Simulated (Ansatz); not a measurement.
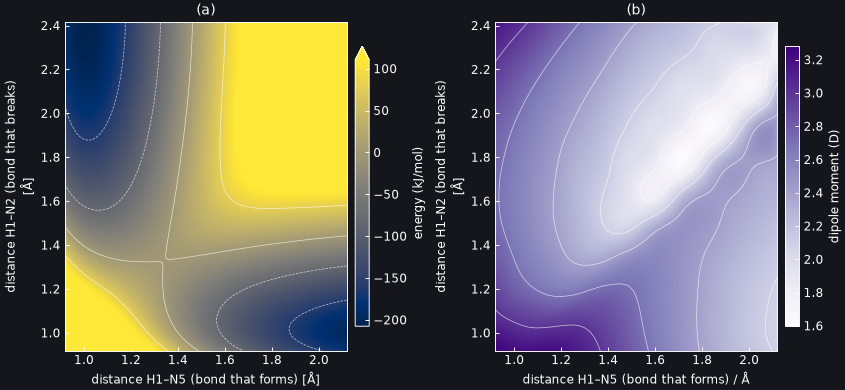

The reacting system CH₄N₂O (one molecule; an intramolecular 1,3-shift). 
- The first coordinate is: distance H1–N5 (bond that forms); the second: distance H1–N2 (bond that breaks).
- Relaxed at each point: all other coordinates.
- Grid: 12 × 12 points.
- Points are written as (first, second).
- Energies: kJ/mol, counted from a guessed transition structure relaxed with its forming and breaking bonds held.
- The reference is spin-restricted, so regions where a bond is pulled apart into radicals lie too high.
- All numbers below come from RKS BHLYP-D4/def2-SVP (Ansatz).

Panel (a) is the energy and panel (b) the computed dipole moment on the same grid.

The picture shows a smooth colour map with a few white contour lines, one colour for all values above the top of the scale. Between grid points the surface is interpolated.

### How does the dipole moment vary over the map, and what is it at the lowest grid point?

Leaving out the highest fifth of the energies, it runs from 1.62 D at (1.724 Å, 1.771 Å) to 3.19 D at (0.918 Å, 2.418 Å). At the lowest grid point, (0.978 Å, 2.418 Å), it is 3.11 D. That point lies on the edge of the scan.
